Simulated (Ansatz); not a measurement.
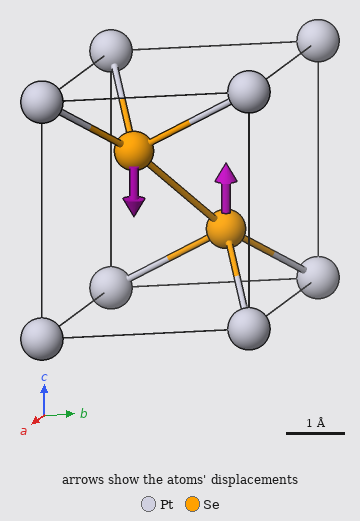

One vibrational mode of a crystal of PtSe$_{2}$ relaxed at 25 GPa at the zone centre. Displacements are drawn as purple arrows; their common scale and sign are arbitrary. A ball-and-stick model of the cell of the calculation, seen slightly off an axis.

Method: DFT PBE+D3(BJ), scalar-relativistic, plane waves, PAW (Ansatz). Settings: plane-wave cutoff 420 eV; k-point mesh 12 × 12 × 10; occupations fermi dirac; smearing width 0.15 eV; target pressure 25 GPa; no spin polarisation.

The frequencies depend somewhat on the k-mesh and the smearing.

> Describe the mode and give its frequency.

This is the A₁g mode at 266 cm⁻¹, the highest optical level, Raman-active by symmetry. The Pt atoms stay at rest; all motion is along c; atoms of one kind move against one another, with no net shift of their sublattice.
